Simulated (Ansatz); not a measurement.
# Geometry relaxation of WSe₂ (part 1 of 2)

System: WSe₂ (P-6m2, 9 atoms in the cell).
Method: DFT PBEsol, scalar-relativistic, plane waves, PAW, no spin polarisation (Ansatz 0.2.0).

The structure derives from a Materials Project entry. It belongs to a series of runs on one base structure; here: volume × 0.97, shape and atoms relaxed. Figures and captions count atoms from 1; the log counts them from 0 in places.

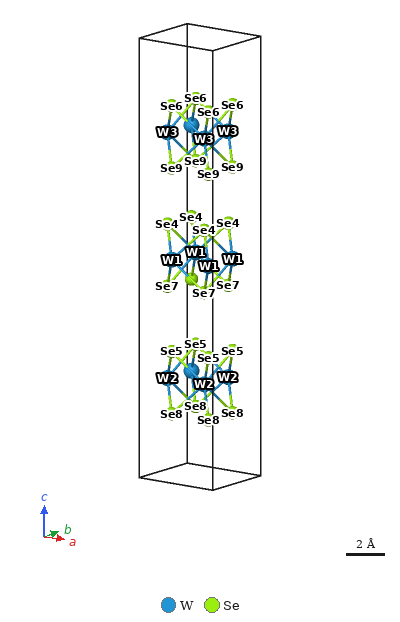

Fig. 1: The structure as given in the input (ball-and-stick view of the 2 × 2 repeat of the cell, with the vacuum cut short, seen slightly off an axis; atoms are numbered from 1 in the order of the input). An atom can appear more than once, as a periodic image.

## Key numbers

- outcome: converged
- space group (tolerance 0.01 Å): P-6m2 (187)
- electrons treated: 138
- free energy: −63320.2600 eV
- Fermi energy: 7.880 eV
- gap on the k-point mesh: 1.24 eV
- pressure: 0.01 GPa
- final volume: 262.30 Å³
- largest force (length of the vector) at the end: 0.002 eV/Å
- final cell: a = 3.271 Å, b = 3.271 Å, c = 28.315 Å, α = 90.00°, β = 90.00°, γ = 120.00°
- hardware: 2 threads of Intel Xeon @ 2.50GHz (Skylake/Cascade Lake), 32 GiB of memory available, shared host
- wall time: 2.2 min (CPU time 4.4 min)
- peak memory: 0.81 GiB

## Notes

Spin–orbit coupling is left out, which matters for W.

## Input
```yaml
crystal:
  lattice:
    - [3.2378611802, 0.0, 0.0]
    - [-1.6189305901, 2.804070036, 0.0]
    - [0.0, 0.0, 28.889934348]
  atoms:
    - { symbol: W, position: [0.6666666667, 0.3333333333, 0.0] }
    - { symbol: W, position: [0.3333333333, 0.6666666667, 0.7734641533] }
    - { symbol: W, position: [0.3333333333, 0.6666666667, 0.2265358467] }
    - { symbol: Se, position: [0.3333333333, 0.6666666667, 0.0573689714] }
    - { symbol: Se, position: [0.6666666667, 0.3333333333, 0.830840301] }
    - { symbol: Se, position: [0.6666666667, 0.3333333333, 0.283834164] }
    - { symbol: Se, position: [0.3333333333, 0.6666666667, 0.9426310286] }
    - { symbol: Se, position: [0.6666666667, 0.3333333333, 0.716165836] }
    - { symbol: Se, position: [0.6666666667, 0.3333333333, 0.169159699] }
basis:
  ecutwfc: 420
kpoints:
  mp_grid: { grid: [12, 12, 1] }
hamiltonian:
  xc: pbesol
scf:
  occupations: { method: gaussian, width: 0.02 }
output:
  forces: true
  stress: true
  eigenvalues: true
relax:
  adjacent_minimum: "off"
  f_tol: 0.01
  max_steps: 30
  cell: { stress_tol: 0.1, fix: [volume] }
```

Command:
```bash
ansatz run input.yaml --threads 2 --pin off --max-ram 5120MiB --backend cpu --events-out ev --progress --plain --runs-dir out
```

## The program's output
```
Engine: ansatz 0.2.0, x86_64-unknown-linux-gnu
Pseudopotentials: kind: paw
Pseudopotential: W, paw, valence charge 14, recommended cutoff 420 eV (normal), W.paw.azcp
Pseudopotential: Se, paw, valence charge 16, recommended cutoff 420 eV (normal), Se.paw.azcp
Functional definition: PBEsol
  exchange = pbesol_x
  correlation = pbesol_c
Crystal: 9 atoms, lattice volume = 262.297 Å³
Basis set: ecut = 420 eV, 5221 PW (Γ), exchange–correlation on 48×48×400 points (8 copies of the dense FFT grid, shifted against one another)
Bands: 83, of which v1, the nominal top of the filled ones, is band 69 counted from 1 (68 counted from 0)
Symmetry: 12 space group operations
Space group: P-6m2 (ITA 187), of the structure as read, at distance tolerance 6.4e-5 Å
k-points: 19 of 144 (time reversal used)
Non-local potential: W, projectors of the file, l = 0: 3, l = 1: 2, l = 2: 2, l = 3: 1
Non-local potential: Se, projectors of the file, l = 0: 2, l = 1: 2, l = 2: 3, l = 3: 1
PAW form: soft (Blöchl's): semilocal exchange-correlation on the pseudo side does not see the compensation charge
PAW frozen core: W, regenerated for the run's functional, and the local potential with it (the file was generated under x = pbe(κ = 0.804, μ = 0.2195149727645171), c = pbe(β = 0.06672455060314922))
PAW frozen core: Se, regenerated for the run's functional, and the local potential with it (the file was generated under x = pbe(κ = 0.804, μ = 0.2195149727645171), c = pbe(β = 0.06672455060314922))
PAW one-centre angular grid: W, 590 points (default); XC on 64 Gauss nodes
PAW one-centre angular grid: Se, 590 points (default); XC on 64 Gauss nodes
Initial density: superposition of atomic densities (neutral atoms: chi_scale 0, normalization atom), corrected by the library's trained network
Initial wavefunctions: pseudopotential atomic-orbital guess
Functional: x = pbesol(κ = 0.804, μ = 0.12345679012345678), c = pbesol(β = 0.046)
SCF iter   1: F=—  HF=-63320.187761 eV  |F-HF|=—  |Δ(HF+E_count)|=         —  Δρ=4.51e-3  dr2=1.07e-1  ethr=1.77e-3  ⟨swp⟩=7.8  Hψ=6140  notcnv=0  defer=3
preconditioner: auto → Resta (q_TF=auto, 2.451 Å⁻¹)  ε∞=4.5  [insulator: Δε(μ)=1.213 eV  Ē_g=8.953 eV  σ=0.020 eV  W_gap=1.00  n_scr=76 (ndim 8)  ℏωp=16.8 eV  f_vac=0.340  D(μ)=0.00/eV (n_scr^D=0)  ε∞_Penn≈4.5  vacuum switching on, ρ_ref=5.8e-3 e/Å³]
SCF iter   2: F=—  HF=-63320.181583 eV  |F-HF|=—  |Δ(HF+E_count)|=   6.18e-3  Δρ=2.50e-3  dr2=2.37e-2  ethr=7.77e-5  ⟨swp⟩=3.1  Hψ=2582  notcnv=0  defer=102
SCF iter   3: F=—  HF=-63320.181697 eV  |F-HF|=—  |Δ(HF+E_count)|=   1.14e-4  Δρ=1.54e-3  dr2=2.98e-3  ethr=1.72e-5  ⟨swp⟩=2.1  Hψ=1971  notcnv=0  defer=102
SCF iter   4: F=—  HF=-63320.183696 eV  |F-HF|=—  |Δ(HF+E_count)|=   2.00e-3  Δρ=4.09e-4  dr2=1.10e-3  ethr=2.16e-6  ⟨swp⟩=2.9  Hψ=2199  notcnv=0  defer=102
SCF iter   5: F=—  HF=-63320.183714 eV  |F-HF|=—  |Δ(HF+E_count)|=   1.77e-5  Δρ=9.71e-5  dr2=5.55e-5  ethr=7.97e-7  ⟨swp⟩=2.0  Hψ=1788  notcnv=0  defer=102
SCF iter   6: F=—  HF=-63320.183481 eV  |F-HF|=—  |Δ(HF+E_count)|=   2.33e-4  Δρ=4.26e-5  dr2=1.09e-5  ethr=4.02e-8  ⟨swp⟩=2.5  Hψ=2137  notcnv=0  defer=102
SCF iter   7: F=—  HF=-63320.183485 eV  |F-HF|=—  |Δ(HF+E_count)|=   3.76e-6  Δρ=1.50e-5  dr2=1.31e-6  ethr=7.90e-9  ⟨swp⟩=2.0  Hψ=1875  notcnv=0  defer=102
SCF iter   8: F=—  HF=-63320.183486 eV  |F-HF|=—  |Δ(HF+E_count)|=   9.67e-7  Δρ=8.01e-6  dr2=5.76e-7  ethr=9.49e-10  ⟨swp⟩=2.6  Hψ=2390  notcnv=0  defer=102
iter 9 did not close the SCF: its close was put off until two iterations running show no level that it waits for move by more than its bar (scf_convergence_deferred on its scf_iter line)
SCF iter   9: F=-63320.183486 eV  HF=-63320.183486 eV  |F-HF|=4.52e-8  |Δ(HF+E_count)|=   1.50e-8  Δρ=3.59e-6  dr2=8.54e-8  ethr=7.25e-11  ⟨swp⟩=11.7  Hψ=7855  notcnv=0
iter 10 did not close the SCF: its close was put off until two iterations running show no level that it waits for move by more than its bar (scf_convergence_deferred on its scf_iter line)
SCF iter  10: F=-63320.183486 eV  HF=-63320.183486 eV  |F-HF|=5.24e-10  |Δ(HF+E_count)|=   1.03e-8  Δρ=1.09e-6  dr2=5.44e-9  ethr=6.19e-11  ⟨swp⟩=3.8  Hψ=5078  notcnv=0
SCF iter  11: F=-63320.183486 eV  HF=-63320.183486 eV  |F-HF|=1.60e-10  |Δ(HF+E_count)|=   2.11e-9  Δρ=2.95e-7  dr2=3.05e-10  ethr=3.94e-12  ⟨swp⟩=2.6  Hψ=5089  notcnv=0
SCF 1 converged in 11 iterations: F = -63320.183486 eV  dr2 = 3.05e-10
  greatest PAW one-centre occupation: 1.000 electrons in one spin orbital (limit 2), on the Se atom at site 6 (counted from 0), in its partial waves of l = 2
relax step   1: F+E_penalty+E_count = -63320.18348615 eV  Δ(F+E_penalty+E_count) = +0.000e0 eV  max|allowed force component| = 5.533e-1 eV/Å  Δτ_max = 0.0000 Å  P = +3.112 GPa  Ω = 262.297 Å³  fix = [volume]  reactions: volume +3.112 GPa  (11 SCF iters, dr2 threshold 1.00e-7 eV, accepted)
Basis set: ecut = 420 eV, 5219 PW (Γ), exchange–correlation on 48×48×400 points (8 copies of the dense FFT grid, shifted against one another)
Initial density: handed on by an earlier stage of this run
Initial wavefunctions: those handed on with the density
iter 1 solved again at ethr=1.19e-4 eV; its pass at ethr=3.10e-3 eV (dr2=1.64e-1 eV) is discarded
SCF iter   1: F=—  HF=-63320.245001 eV  |F-HF|=—  |Δ(HF+E_count)|=         —  Δρ=6.17e-3  dr2=1.66e-1  ethr=1.19e-4  ⟨swp⟩=2.6  Hψ=7529  notcnv=0
preconditioner: auto → Resta (q_TF=auto, 2.451 Å⁻¹)  ε∞=4.7  [insulator: Δε(μ)=1.082 eV  Ē_g=8.728 eV  σ=0.020 eV  W_gap=1.00  n_scr=76 (ndim 8)  ℏωp=16.8 eV  f_vac=0.325  D(μ)=0.00/eV (n_scr^D=0)  ε∞_Penn≈4.7  vacuum switching on, ρ_ref=5.5e-3 e/Å³]
SCF iter   2: F=—  HF=-63320.221862 eV  |F-HF|=—  |Δ(HF+E_count)|=   2.31e-2  Δρ=2.83e-3  dr2=2.50e-2  ethr=1.19e-4  ⟨swp⟩=2.9  Hψ=2221  notcnv=0
SCF iter   3: F=—  HF=-63320.218529 eV  |F-HF|=—  |Δ(HF+E_count)|=   3.33e-3  Δρ=1.64e-3  dr2=5.40e-3  ethr=1.81e-5  ⟨swp⟩=2.4  Hψ=2209  notcnv=0
SCF iter   4: F=—  HF=-63320.218052 eV  |F-HF|=—  |Δ(HF+E_count)|=   4.77e-4  Δρ=6.37e-4  dr2=2.18e-3  ethr=3.92e-6  ⟨swp⟩=2.2  Hψ=2762  notcnv=0
SCF iter   5: F=—  HF=-63320.217722 eV  |F-HF|=—  |Δ(HF+E_count)|=   3.31e-4  Δρ=1.73e-4  dr2=1.34e-4  ethr=1.58e-6  ⟨swp⟩=2.1  Hψ=2713  notcnv=0
SCF iter   6: F=—  HF=-63320.217475 eV  |F-HF|=—  |Δ(HF+E_count)|=   2.47e-4  Δρ=6.75e-5  dr2=4.50e-5  ethr=9.73e-8  ⟨swp⟩=2.0  Hψ=2733  notcnv=0
SCF iter   7: F=—  HF=-63320.217479 eV  |F-HF|=—  |Δ(HF+E_count)|=   4.53e-6  Δρ=2.76e-5  dr2=7.37e-6  ethr=3.26e-8  ⟨swp⟩=2.0  Hψ=1852  notcnv=0
SCF iter   8: F=—  HF=-63320.217483 eV  |F-HF|=—  |Δ(HF+E_count)|=   3.28e-6  Δρ=2.72e-5  dr2=6.13e-6  ethr=5.34e-9  ⟨swp⟩=2.0  Hψ=2831  notcnv=0
SCF iter   9: F=-63320.217482 eV  HF=-63320.217482 eV  |F-HF|=1.72e-8  |Δ(HF+E_count)|=   5.05e-7  Δρ=6.47e-6  dr2=1.75e-7  ethr=6.52e-10  ⟨swp⟩=6.0  Hψ=7093  notcnv=0
the search or the solves at the SCF's close seem to have found levels that the self-consistency loop had missed (the run counts 1). By its estimate they hold under 1e-12 electrons; where the run keeps them, the occupations were computed again with them
SCF 2 converged in 9 iterations: F = -63320.217482 eV  dr2 = 1.75e-7
  greatest PAW one-centre occupation: 1.000 electrons in one spin orbital (limit 2), on the Se atom at site 3 (counted from 0), in its partial waves of l = 2
relax step   2: F+E_penalty+E_count = -63320.21748213 eV  Δ(F+E_penalty+E_count) = -3.400e-2 eV  max|allowed force component| = 4.654e-1 eV/Å  Δτ_max = 0.1270 Å  P = -1.458 GPa  Ω = 262.297 Å³  energy of the carried Pulay correction = -2.390e-17 eV  fix = [volume]  reactions: volume -1.458 GPa  (9 SCF iters, dr2 threshold 9.00e-7 eV, accepted)
iter 1 solved again at ethr=1.09e-4 eV; its pass at ethr=3.10e-3 eV (dr2=1.50e-1 eV) is discarded
SCF iter   1: F=—  HF=-63320.282644 eV  |F-HF|=—  |Δ(HF+E_count)|=         —  Δρ=7.67e-3  dr2=1.54e-1  ethr=1.09e-4  ⟨swp⟩=2.9  Hψ=6594  notcnv=0
preconditioner: auto → Resta (q_TF=auto, 2.451 Å⁻¹)  ε∞=4.7  [insulator: Δε(μ)=1.225 eV  Ē_g=8.765 eV  σ=0.020 eV  W_gap=1.00  n_scr=76 (ndim 8)  ℏωp=16.8 eV  f_vac=0.323  D(μ)=0.00/eV (n_scr^D=0)  ε∞_Penn≈4.7  vacuum switching on, ρ_ref=5.6e-3 e/Å³]
SCF iter   2: F=—  HF=-63320.264963 eV  |F-HF|=—  |Δ(HF+E_count)|=   1.77e-2  Δρ=3.78e-3  dr2=3.74e-2  ethr=1.09e-4  ⟨swp⟩=3.1  Hψ=2054  notcnv=0
SCF iter   3: F=—  HF=-63320.260891 eV  |F-HF|=—  |Δ(HF+E_count)|=   4.07e-3  Δρ=2.16e-3  dr2=1.22e-2  ethr=2.71e-5  ⟨swp⟩=3.3  Hψ=2337  notcnv=0
SCF iter   4: F=—  HF=-63320.259709 eV  |F-HF|=—  |Δ(HF+E_count)|=   1.18e-3  Δρ=3.15e-4  dr2=5.04e-4  ethr=8.84e-6  ⟨swp⟩=2.1  Hψ=2313  notcnv=0  defer=8
SCF iter   5: F=—  HF=-63320.259389 eV  |F-HF|=—  |Δ(HF+E_count)|=   3.20e-4  Δρ=1.55e-4  dr2=1.11e-4  ethr=3.65e-7  ⟨swp⟩=2.2  Hψ=2855  notcnv=0  defer=8
SCF iter   6: F=—  HF=-63320.259386 eV  |F-HF|=—  |Δ(HF+E_count)|=   2.24e-6  Δρ=4.96e-5  dr2=1.54e-5  ethr=8.07e-8  ⟨swp⟩=2.0  Hψ=1952  notcnv=0  defer=8
SCF iter   7: F=—  HF=-63320.259385 eV  |F-HF|=—  |Δ(HF+E_count)|=   1.59e-6  Δρ=2.70e-5  dr2=5.07e-6  ethr=1.12e-8  ⟨swp⟩=2.1  Hψ=2822  notcnv=0  defer=8
SCF iter   8: F=-63320.259386 eV  HF=-63320.259386 eV  |F-HF|=6.81e-8  |Δ(HF+E_count)|=   1.50e-6  Δρ=6.66e-6  dr2=2.23e-7  ethr=6.52e-10  ⟨swp⟩=6.2  Hψ=7107  notcnv=0
SCF 3 converged in 8 iterations: F = -63320.259386 eV  dr2 = 2.23e-7
relax step   3: F+E_penalty+E_count = -63320.25938647 eV  Δ(F+E_penalty+E_count) = -4.190e-2 eV  max|allowed force component| = 2.617e-2 eV/Å  Δτ_max = 0.1464 Å  P = -0.123 GPa  Ω = 262.297 Å³  energy of the carried Pulay correction = -5.976e-18 eV  fix = [volume]  reactions: volume -0.123 GPa  (8 SCF iters, dr2 threshold 9.00e-7 eV, accepted)
Basis set: ecut = 420 eV, 5231 PW (Γ), exchange–correlation on 48×48×400 points (8 copies of the dense FFT grid, shifted against one another)
iter 1 solved again at ethr=4.97e-6 eV; its pass at ethr=3.10e-3 eV (dr2=6.86e-3 eV) is discarded
SCF iter   1: F=—  HF=-63320.261092 eV  |F-HF|=—  |Δ(HF+E_count)|=         —  Δρ=1.60e-3  dr2=6.68e-3  ethr=4.97e-6  ⟨swp⟩=3.1  Hψ=6880  notcnv=0
preconditioner: auto → Resta (q_TF=auto, 2.451 Å⁻¹)  ε∞=4.7  [insulator: Δε(μ)=1.250 eV  Ē_g=8.781 eV  σ=0.020 eV  W_gap=1.00  n_scr=76 (ndim 8)  ℏωp=16.8 eV  f_vac=0.323  D(μ)=0.00/eV (n_scr^D=0)  ε∞_Penn≈4.7  vacuum switching on, ρ_ref=5.6e-3 e/Å³]
SCF iter   2: F=—  HF=-63320.260323 eV  |F-HF|=—  |Δ(HF+E_count)|=   7.69e-4  Δρ=7.93e-4  dr2=1.62e-3  ethr=4.84e-6  ⟨swp⟩=2.2  Hψ=1997  notcnv=0
SCF iter   3: F=—  HF=-63320.260147 eV  |F-HF|=—  |Δ(HF+E_count)|=   1.77e-4  Δρ=4.50e-4  dr2=5.13e-4  ethr=1.18e-6  ⟨swp⟩=2.2  Hψ=2021  notcnv=0
SCF iter   4: F=—  HF=-63320.260095 eV  |F-HF|=—  |Δ(HF+E_count)|=   5.19e-5  Δρ=6.75e-5  dr2=2.06e-5  ethr=3.72e-7  ⟨swp⟩=2.0  Hψ=1956  notcnv=0
SCF iter   5: F=—  HF=-63320.259854 eV  |F-HF|=—  |Δ(HF+E_count)|=   2.40e-4  Δρ=3.63e-5  dr2=7.82e-6  ethr=1.49e-8  ⟨swp⟩=2.3  Hψ=2760  notcnv=0
SCF iter   6: F=—  HF=-63320.259854 eV  |F-HF|=—  |Δ(HF+E_count)|=   5.29e-7  Δρ=9.68e-6  dr2=6.22e-7  ethr=5.67e-9  ⟨swp⟩=2.0  Hψ=1950  notcnv=0
SCF iter   7: F=—  HF=-63320.259854 eV  |F-HF|=—  |Δ(HF+E_count)|=   6.02e-8  Δρ=5.18e-6  dr2=2.06e-7  ethr=4.51e-10  ⟨swp⟩=2.0  Hψ=2818  notcnv=0
SCF iter   8: F=-63320.259854 eV  HF=-63320.259854 eV  |F-HF|=3.64e-11  |Δ(HF+E_count)|=   7.90e-8  Δρ=1.45e-6  dr2=1.19e-8  ethr=3.10e-11  ⟨swp⟩=5.5  Hψ=6607  notcnv=0
SCF 4 converged in 8 iterations: F = -63320.259854 eV  dr2 = 1.19e-8
relax step   4: F+E_penalty+E_count = -63320.25985379 eV  Δ(F+E_penalty+E_count) = -4.673e-4 eV  max|allowed force component| = 1.138e-2 eV/Å  Δτ_max = 0.0289 Å  P = +0.031 GPa  Ω = 262.297 Å³  energy of the carried Pulay correction = -1.793e-17 eV  fix = [volume]  reactions: volume +0.031 GPa  (8 SCF iters, dr2 threshold 4.28e-8 eV, accepted)
iter 1 solved again at ethr=2.94e-8 eV; its pass at ethr=3.10e-3 eV (dr2=4.06e-5 eV) is discarded
SCF iter   1: F=—  HF=-63320.260236 eV  |F-HF|=—  |Δ(HF+E_count)|=         —  Δρ=9.15e-5  dr2=3.37e-5  ethr=2.94e-8  ⟨swp⟩=4.2  Hψ=7114  notcnv=0
preconditioner: auto → Resta (q_TF=auto, 2.451 Å⁻¹)  ε∞=4.7  [insulator: Δε(μ)=1.244 eV  Ē_g=8.781 eV  σ=0.020 eV  W_gap=1.00  n_scr=76 (ndim 8)  ℏωp=16.8 eV  f_vac=0.322  D(μ)=0.00/eV (n_scr^D=0)  ε∞_Penn≈4.7  vacuum switching on, ρ_ref=5.6e-3 e/Å³]
SCF iter   2: F=—  HF=-63320.260235 eV  |F-HF|=—  |Δ(HF+E_count)|=   1.04e-6  Δρ=5.02e-5  dr2=5.55e-6  ethr=2.44e-8  ⟨swp⟩=2.0  Hψ=1818  notcnv=0
SCF iter   3: F=—  HF=-63320.259986 eV  |F-HF|=—  |Δ(HF+E_count)|=   2.50e-4  Δρ=2.38e-5  dr2=1.72e-6  ethr=4.02e-9  ⟨swp⟩=2.1  Hψ=1977  notcnv=0
SCF iter   4: F=—  HF=-63320.259985 eV  |F-HF|=—  |Δ(HF+E_count)|=   2.37e-7  Δρ=4.16e-6  dr2=1.29e-7  ethr=1.25e-9  ⟨swp⟩=2.0  Hψ=1978  notcnv=0
SCF iter   5: F=—  HF=-63320.259985 eV  |F-HF|=—  |Δ(HF+E_count)|=   1.94e-9  Δρ=2.44e-6  dr2=5.08e-8  ethr=9.34e-11  ⟨swp⟩=2.1  Hψ=2731  notcnv=0
SCF iter   6: F=-63320.259985 eV  HF=-63320.259985 eV  |F-HF|=2.43e-9  |Δ(HF+E_count)|=  1.38e-10  Δρ=9.45e-7  dr2=3.48e-9  ethr=5.87e-12  ⟨swp⟩=3.9  Hψ=6450  notcnv=0
SCF 5 converged in 6 iterations: F = -63320.259985 eV  dr2 = 3.48e-9
relax step   5: F+E_penalty+E_count = -63320.25998535 eV  Δ(F+E_penalty+E_count) = -1.316e-4 eV  max|allowed force component| = 1.680e-3 eV/Å  Δτ_max = 0.0011 Å  P = +0.015 GPa  Ω = 262.297 Å³  energy of the carried Pulay correction = -2.988e-17 eV  fix = [volume]  reactions: volume +0.015 GPa  (6 SCF iters, dr2 threshold 8.09e-9 eV, accepted)
Basis set: ecut = 420 eV, 5231 PW (Γ), exchange–correlation on 48×48×384 points (8 copies of the dense FFT grid, shifted against one another)
Initial wavefunctions: pseudopotential atomic-orbital guess (no wavefunctions were taken with the density)
iter 1 solved again at ethr=9.85e-8 eV; its pass at ethr=3.10e-3 eV (dr2=1.36e-4 eV) is discarded
SCF iter   1: F=—  HF=-63320.256890 eV  |F-HF|=—  |Δ(HF+E_count)|=         —  Δρ=1.95e-4  dr2=2.57e-6  ethr=9.85e-8  ⟨swp⟩=4.9  Hψ=10789  notcnv=0
preconditioner: auto → Resta (q_TF=auto, 2.451 Å⁻¹)  ε∞=4.7  [insulator: Δε(μ)=1.244 eV  Ē_g=8.777 eV  σ=0.020 eV  W_gap=1.00  n_scr=76 (ndim 8)  ℏωp=16.8 eV  f_vac=0.323  D(μ)=0.00/eV (n_scr^D=0)  ε∞_Penn≈4.7  vacuum switching on, ρ_ref=5.6e-3 e/Å³]
SCF iter   2: F=—  HF=-63320.258829 eV  |F-HF|=—  |Δ(HF+E_count)|=   1.94e-3  Δρ=9.83e-5  dr2=6.00e-7  ethr=1.87e-9  ⟨swp⟩=3.3  Hψ=2906  notcnv=0
SCF iter   3: F=—  HF=-63320.259983 eV  |F-HF|=—  |Δ(HF+E_count)|=   1.15e-3  Δρ=8.46e-6  dr2=1.48e-7  ethr=4.35e-10  ⟨swp⟩=3.5  Hψ=2795  notcnv=0
SCF iter   4: F=—  HF=-63320.260006 eV  |F-HF|=—  |Δ(HF+E_count)|=   2.32e-5  Δρ=2.58e-6  dr2=4.28e-8  ethr=1.07e-10  ⟨swp⟩=2.5  Hψ=2059  notcnv=0
SCF iter   5: F=—  HF=-63320.260009 eV  |F-HF|=—  |Δ(HF+E_count)|=   2.91e-6  Δρ=9.54e-7  dr2=5.74e-9  ethr=3.10e-11  ⟨swp⟩=2.2  Hψ=1873  notcnv=0
SCF iter   6: F=—  HF=-63320.260009 eV  |F-HF|=—  |Δ(HF+E_count)|=   6.84e-7  Δρ=3.64e-7  dr2=1.49e-9  ethr=4.16e-12  ⟨swp⟩=2.2  Hψ=2116  notcnv=0
SCF iter   7: F=—  HF=-63320.260009 eV  |F-HF|=—  |Δ(HF+E_count)|=   7.14e-8  Δρ=1.71e-7  dr2=4.16e-10  ethr=1.08e-12  ⟨swp⟩=2.2  Hψ=1985  notcnv=0
SCF iter   8: F=-63320.260009 eV  HF=-63320.260009 eV  |F-HF|=5.82e-10  |Δ(HF+E_count)|=  8.44e-10  Δρ=8.33e-8  dr2=6.95e-11  ethr=1.00e-12  ⟨swp⟩=6.7  Hψ=5815  notcnv=0
SCF 6 converged in 8 iterations: F = -63320.260009 eV  dr2 = 6.95e-11
relax step   6: F+E_penalty+E_count = -63320.26000936 eV  Δ(F+E_penalty+E_count) = -2.401e-5 eV  max|allowed force component| = 1.676e-3 eV/Å  Δτ_max = 0.0000 Å  P = +0.014 GPa  Ω = 262.297 Å³  fix = [volume]  reactions: volume +0.014 GPa  stress off target by 1.46e-3 GPa on what of the cell is left free  SCF on the basis re-selected at this cell (its energy is not comparable with the rows above)  (8 SCF iters)
```

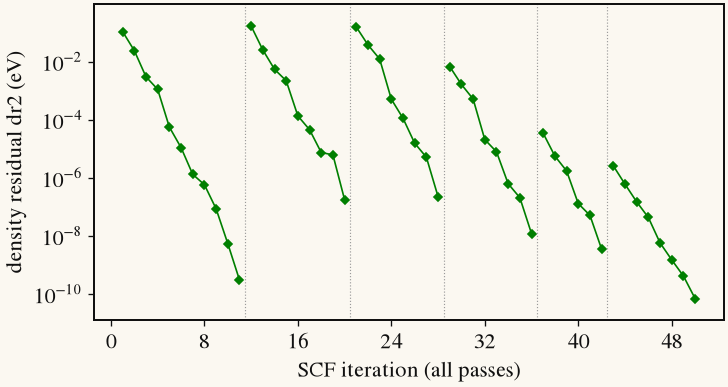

Fig. 2: Convergence of the self-consistent field: density residual dr2 against the SCF iteration. The dotted lines part the SCF passes of the relaxation: geometry steps, rejected trials and re-solves on a re-selected basis. The 6 passes take 6 to 11 iterations each, 50 in all.
